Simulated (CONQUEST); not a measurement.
# A series of single points on GaN

System: GaN (F-43m, 4 atoms in the cell).
Method: Kohn-Sham DFT of a periodic cell, PBE, PseudoDojo NC PBE, no spin polarisation (CONQUEST 1.3).

The 7 runs differ only in the geometry, by an even scaling of the cell at fixed fractional positions. The structure derives from a Materials Project entry.

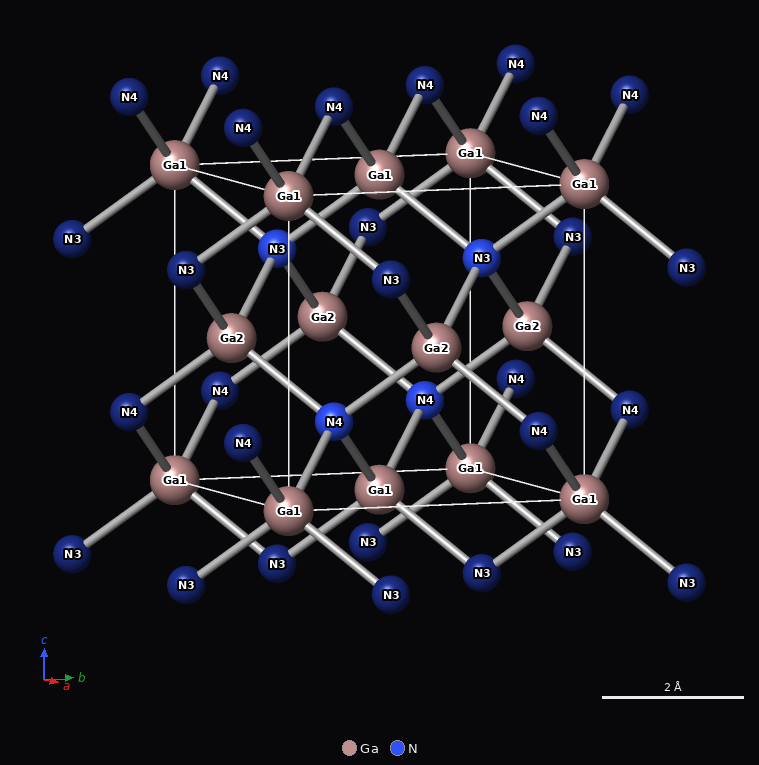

Figure 1. The structure of run 4 (ball-and-stick view of the cell 2 times as large as that of the calculation, set on its symmetry axes, seen slightly off an axis; neighbours outside the cell are drawn fainter; atoms are numbered from 1 in the order of the input).

### Input of run 4
```
IO.Title GaN
IO.Coordinates coords.dat
IO.FractionalAtomicCoords T
IO.Iprint 2
IO.Iprint_init 1
General.NumberOfSpecies 2
General.PseudopotentialType hamann
AtomMove.TypeOfRun static
AtomMove.FullStress T
Grid.PointsAlongX 36
Grid.PointsAlongY 36
Grid.PointsAlongZ 48
DM.SolutionMethod diagon
Diag.MPMesh T
Diag.GammaCentred T
Diag.MPMeshX 8
Diag.MPMeshY 8
Diag.MPMeshZ 6
Diag.kT 0.00183747
minE.SCTolerance 1e-6
SC.MaxIters 100
IO.AtomChargeOutput T
%block ChemicalSpeciesLabel
1 69.720 Ga
2 14.010 N
%endblock
```

Command:
```bash
Conquest
```

Lattice vectors (Å) and fractional positions of run 4:
```
   3.186931    0.000000    0.000000
   0.000000    3.186931    0.000000
   0.000000    0.000000    4.507001
Ga  0.000000  0.000000  0.000000
Ga  0.500000  0.500000  0.500000
N   0.000000  0.500000  0.750000
N   0.500000  0.000000  0.250000
```

Run 5 has the same physical settings and fractional positions; its lattice vectors (Å) are:
```
   3.208037    0.000000    0.000000
   0.000000    3.208037    0.000000
   0.000000    0.000000    4.536850
```

### Results, with one run withheld

```csv
run,volume per atom (Å³),"free energy per atom, from the lowest run given (meV)",pressure (GPa),gap on the mesh (eV)
1,10.757,81.11,23.35,2.28
2,10.986,51.20,18.28,2.13
3,11.215,29.28,12.35,1.99
4,11.444,14.19,8.66,1.84
5,11.673,?,?,?
6,11.902,0.00,1.53,1.57
7,12.131,0.38,−1.94,1.44
```

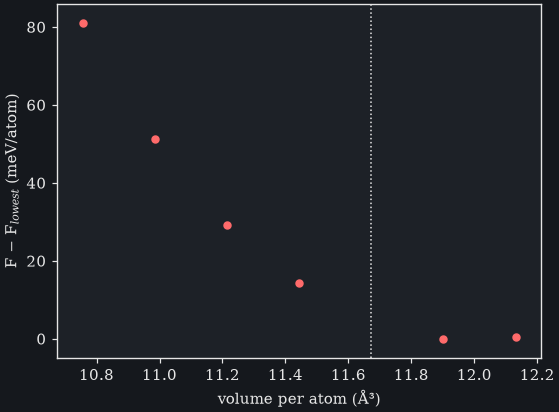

Figure 2. Free energy per atom of the runs given; the dotted line marks run 5.

Fit the runs given and predict run 5.

A cubic polynomial in V^(−2/3) (the Birch–Murnaghan form), fitted to the 6 runs given, misses them by at most 0.20 meV per atom. With x = V^(−2/3) − 0.19755 Å⁻², it reads F = 17.105 + 5166.7 x + 3.9832e+05 x² + 2.1271e+06 x³ (meV per atom). At run 5 it gives 4.53 meV per atom, and the run itself gives 4.52. The slope of the fit gives a pressure −dF/dV of 4.75 GPa there, and the run prints 4.95 GPa. The two needn't agree exactly: the fit is approximate, and the printed stress is taken on a finite basis. The fit has its minimum at 12.009 Å³ per atom, where V d²F/dV² gives 153 GPa: the bulk modulus at this level, since symmetry fixes the shape and the positions. The gap on the mesh goes, without turning, from 2.28 eV in run 1 to 1.44 eV in run 7; run 5 has 1.70 eV. These are gaps of this functional on this mesh, which can miss the band edges; they aren't the measured gap.

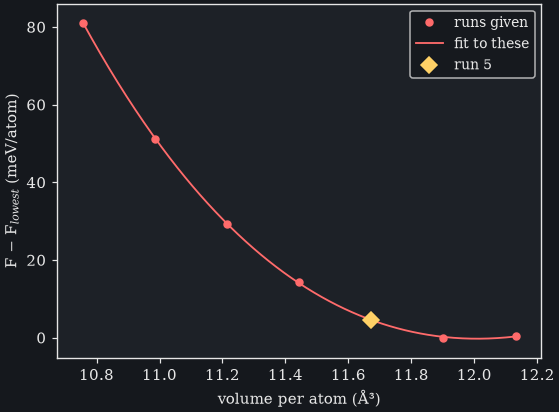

Figure 3. The fit and the withheld run.

### Some lines of the output (run 5)
```
[...]
      Using Fermi-Dirac smearing
          DFT Total Energy                 :      -173.472845028011506 Ha
          DFT Total Energy                 :      -173.668768233435344 Ha
          Free Energy (E-TS)               :      -173.718175186506926 Ha
          DFT Total Energy                 :      -173.717673418037663 Ha
          DFT Total Energy                 :      -173.717957745802039 Ha
          DFT Total Energy                 :      -173.717964458224515 Ha
          DFT Total Energy                 :      -173.717964499583076 Ha
          DFT Total Energy                 :      -173.717964502243461 Ha
      |* DFT total energy        =      -173.717964502243461 Ha
    force: Average pressure:      4.95460730 GPa
```

Notes: With a small basis of atomic orbitals these values can differ much from converged plane-wave results.
